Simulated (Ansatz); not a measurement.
Al2GaN3

Input

```
crystal:
  lattice:
    - [-1.5475536208, 1.590025924, 6.5119653285]
    - [1.4111451057, -1.6540786455, 6.4981396629]
    - [1.5516250609, 1.6576513205, -6.52787991]
  atoms:
    - { symbol: Al, position: [0.8317721325, 0.3112610235, 0.4904686644] }
    - { symbol: Al, position: [0.1790365712, 0.6780127002, 0.4984156084] }
    - { symbol: Ga, position: [0.5040465619, 0.0065152467, 0.5137753181] }
    - { symbol: "N", position: [0.0074037895, -0.0028170413, 0.0065084499] }
    - { symbol: "N", position: [0.3188551367, 0.8199586832, 0.4993385557] }
    - { symbol: "N", position: [0.6754848787, 0.1795749347, 0.5066580407] }
kpoints:
  mp_grid: { grid: [8, 8, 8] }
hamiltonian:
  xc: pbesol
scf:
  occupations: { method: fermi_dirac, width: 0.05 }
relax:
  f_tol: 0.01
  cell: {}
  max_steps: 120
output:
  write_density: true
  write_potential: true
  elf: true
  volumetric_format: npy
```

Run with:

```sh
ansatz run input.yaml --threads 2 --pin off --max-ram 2211MiB --backend cpu --events-out ev --progress --plain --runs-dir out
```

Below, planes, directions and counts refer to the conventional cell (a = 2.90 Å, b = 2.90 Å, c = 12.34 Å, α = 90.00°, β = 90.00°, γ = 90.00°).

The fields are those of the run's last geometry, not of the input's.

Space group I4/mmm; a structure from a database of computed crystals, not necessarily the ambient phase; started from the Ca2CuO3-71 prototype, which need not be the ambient phase; changed on purpose from its base cell (shaken).

The calculation used Ansatz, DFT, PBEsol, plane waves, PAW.

Q: What can the converged valence pseudo-density and electron localisation function tell about the bonding?

A: Al–N (2.01 Å): ρ at the midpoint is about 0.53 e/Å³; the ELF peaks at about 0.85 in the valence shell of N, 0.8 Å from its nucleus, and is about 0.80 at the midpoint.
Ga–N (2.05 Å): ρ is about 0.58 e/Å³ halfway; the ELF peaks at about 0.80 in the valence shell of N, 0.7 Å from its nucleus, and is about 0.35 at the midpoint.
Al–N (2.05 Å): ρ at the midpoint is about 0.5 e/Å³; the ELF peaks at about 0.85 in the valence shell of N, 0.7 Å from its nucleus, and is about 0.80 at the midpoint.

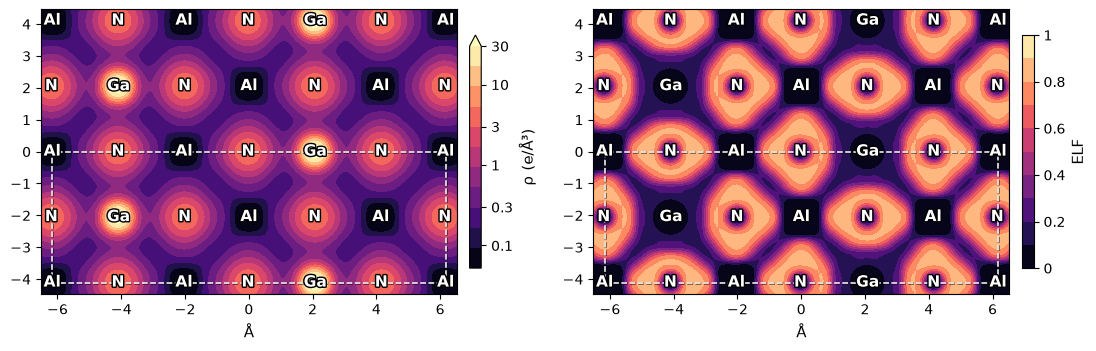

Computed valence pseudo-density and electron localisation function on the (11̄0) plane of the conventional cell, in this order. 

In a PAW calculation such maps are meaningful between the atoms, not at the nuclei.
